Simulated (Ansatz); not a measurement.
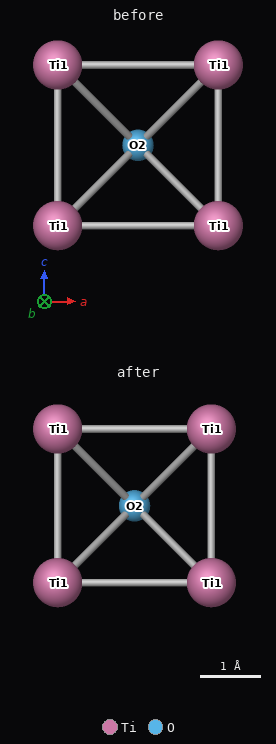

The structure of crystalline TiO (a generated structure, set up in Pm-3m) before (top) and after (bottom) a relaxation, at one scale.

A ball-and-stick model of the cell of the calculation, seen along the b axis.

The run lets cell and atoms move.

These are results of Kohn-Sham DFT of a periodic cell, HSEsol, Ansatz PAW in Ansatz, not measurements.

Input
```yaml
crystal:
  lattice:
    - [2.70834008, 0.0, 0.0]
    - [0.0, 2.70834008, 0.0]
    - [0.0, 0.0, 2.70834008]
  atoms:
    - { symbol: Ti, position: [0.0, 0.0, 0.0] }
    - { symbol: O, position: [0.5, 0.5, 0.5] }
hamiltonian:
  xc:
    exchange: hjs_pbesol
    correlation: pbesol
    exx: { coeff: 0.25, omega: 0.207 }
  pseudopotentials: { kind: paw }
kpoints:
  mp_grid: { grid: [5, 5, 5] }
scf:
  occupations: { method: fermi_dirac, width: 0.05 }
output:
  forces: true
  stress: true
  eigenvalues: true
relax:
  f_tol: 0.01
  max_steps: 40
  cell: { stress_tol: 0.05 }
```

Run as
```bash
ansatz run input.yaml --threads 2 --pin off --max-ram 5632MiB --backend cpu --events-out ev --progress --plain --runs-dir out
```

Summarise the run.

Answer. After 4 accepted moves (6 points after the start) the energy has fallen by 117 meV per atom. All forces vanish by symmetry, so only the cell relaxes. The pressure goes from −26.83 to 0.00 GPa. The SCF was repeated twice at an unchanged geometry on a basis and grid sized afresh for the cell, which shifted the energy by 2.1 meV per atom at most. The atoms keep their places relative to the cell (all moves are under 0.005 Å). The volume changes by −12.5 %, with a = b = c 2.708 → 2.591 Å (−4.3 %). Some distances before and after: Ti1–Ti1 2.708 → 2.591 Å, Ti1–O2 2.345 → 2.244 Å. The space group stays Pm-3m (No. 221). Cost: 44 s on 2 threads of Arm Neoverse V1, with other jobs on the host, peak memory 0.62 GiB.

Limits of the set-up: the k-point mesh is coarse for a cell with partly filled bands.
